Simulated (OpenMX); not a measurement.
**Ca: 7 runs along one coordinate**

System: Ca (P6₃/mmc, 2 atoms in the cell).
Method: Kohn-Sham DFT of a periodic cell, PBE, OpenMX 2013 PBE set, no spin polarisation (OpenMX 3.8.5).

The 7 runs differ only in the geometry, by an even scaling of the cell at fixed fractional positions. The structure derives from an entry of the Crystallography Open Database.

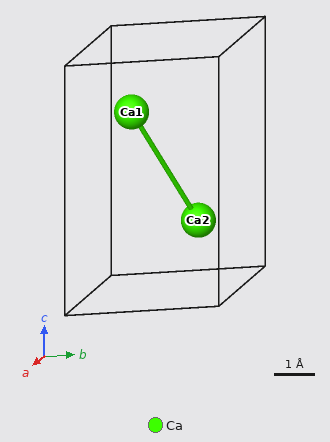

Figure 1. The structure of run 4 (ball-and-stick view of the cell of the calculation, seen slightly off an axis; atoms are numbered from 1 in the order of the input).

**Input of run 4**
```
System.CurrrentDirectory             ./
System.Name                          Ca
DATA.PATH                            ./DFT_DATA13
level.of.stdout                      1
level.of.fileout                     0
Species.Number                       1
<Definition.of.Atomic.Species
  Ca  Ca9.0-s3p2d1           Ca_PBE13
Definition.of.Atomic.Species>

Atoms.Number                         2
Atoms.SpeciesAndCoordinates.Unit     FRAC
<Atoms.SpeciesAndCoordinates
    1  Ca    0.6666666667    0.3333333333    0.7500000000   5.000  5.000
    2  Ca    0.3333333333    0.6666666667    0.2500000000   5.000  5.000
Atoms.SpeciesAndCoordinates>

Atoms.UnitVectors.Unit               Ang
<Atoms.UnitVectors
     3.9800000000    0.0000000000    0.0000000000
    -1.9900000000    3.4467811071    0.0000000000
     0.0000000000    0.0000000000    6.5200000000
Atoms.UnitVectors>

scf.XcType                           GGA-PBE
scf.SpinPolarization                 off
scf.ElectronicTemperature            580.226
scf.energycutoff                     300.0
scf.maxIter                          100
scf.EigenvalueSolver                 band
scf.Kgrid                            9 9 5
scf.Mixing.Type                      rmm-diisk
scf.Init.Mixing.Weight               0.05
scf.Min.Mixing.Weight                0.001
scf.Max.Mixing.Weight                0.3
scf.Mixing.History                   25
scf.Mixing.StartPulay                8
scf.criterion                        1.0e-8
scf.stress.tensor                    on
MD.Type                              nomd
```

Command:
```bash
openmx Ca.dat -nt 1 > Ca.std
```

Run 5 has the same physical settings and fractional positions; its lattice vectors (Å) are:
```
   4.006358    0.000000    0.000000
  -2.003179    3.469608    0.000000
   0.000000    0.000000    6.563180
```

**Results, with one run withheld**

| run | volume per atom (Å³) | free energy per atom, from the lowest run given (meV) |
| --- | --- | --- |
| 1 | 42.038 | 1.41 |
| 2 | 42.932 | 0.00 |
| 3 | 43.827 | 0.73 |
| 4 | 44.721 | 3.44 |
| 5 | 45.616 | ? |
| 6 | 46.510 | 14.12 |
| 7 | 47.405 | 21.73 |

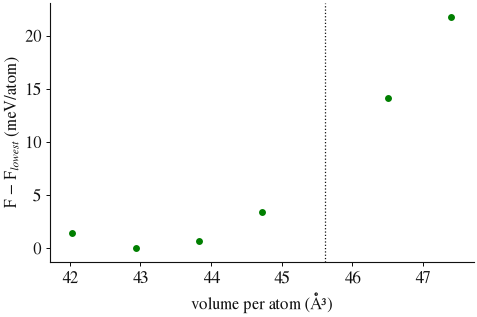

Figure 2. Free energy per atom of the runs given; the dotted line marks run 5.

Fit the runs given and predict run 5.

A cubic polynomial in V^(−2/3) (the Birch–Murnaghan form), fitted to the 6 runs given, misses them by at most 0.01 meV per atom. With x = V^(−2/3) − 0.07963 Å⁻², it reads F = 2.6152 − 3000.8 x + 8.5282e+05 x² − 1.8438e+06 x³ (meV per atom). At run 5 it gives 7.97 meV per atom, and the run itself gives 7.95. The fit has its minimum at 43.059 Å³ per atom, where V d²F/dV² gives 18.5 GPa. Cell shape and fractional positions are held, so this is the stiffness under even scaling; the relaxed bulk modulus wasn't computed.

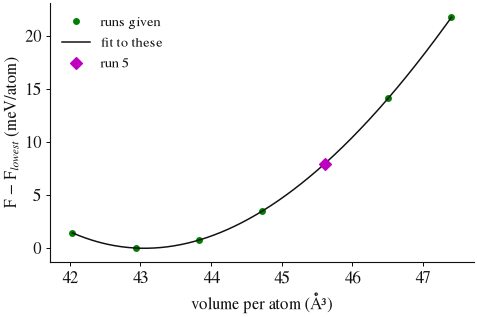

Figure 3. The fit and the withheld run.

**Some lines of the output (run 5)**
```
[...]
  Cell_Volume =    615.660159711819 (Bohr^3)
        Total energy (Hartree) at MD = 1
   kloop=0
   kloop=1
   kloop=202
```

Notes: With a small basis of atomic orbitals these values can differ much from converged plane-wave results.
